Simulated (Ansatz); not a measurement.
Read the following structure.

```
CELL_PARAMETERS angstrom
3.42632 0.00000 0.00000
0.00000 5.97247 0.00000
0.00000 0.00000 4.15004
ATOMIC_POSITIONS crystal
Sn 0.00000 0.21669 0.50136
Sn 0.50000 0.78331 0.00136
O 0.00000 0.90841 0.74864
O 0.50000 0.09159 0.24864
```

What would you see if this were drawn?

Answer. The material is SnO. It belongs to space group Pmn2_1 (No. 31) and has a primitive orthorhombic lattice. Cell content 2 Sn, 2 O; Z = 2. Sn is linked to three O in a trigonal pyramidal arrangement at 2.11 to 2.14 Å. The coordination shell of O holds three Sn at 2.11 to 2.14 Å. The bonds build SnO layers parallel to (010).

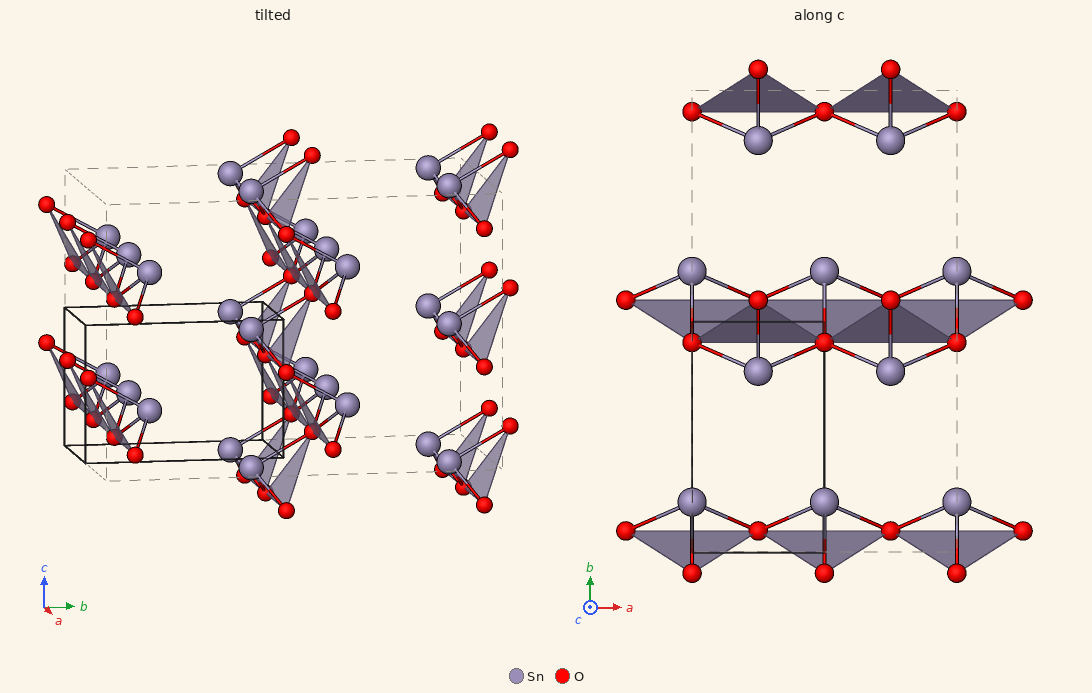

Crystal structure, polyhedral style, seen slightly off an axis and along the c axis. Shown are 2×2×2 repeats of the conventional unit cell, one of them outlined in solid lines. A few atoms beyond the faces are included.

Its origin is a structure listed in the Materials Project. The cell was then strained or its atoms displaced on purpose. Ansatz was used for an electronic-structure calculation on it.
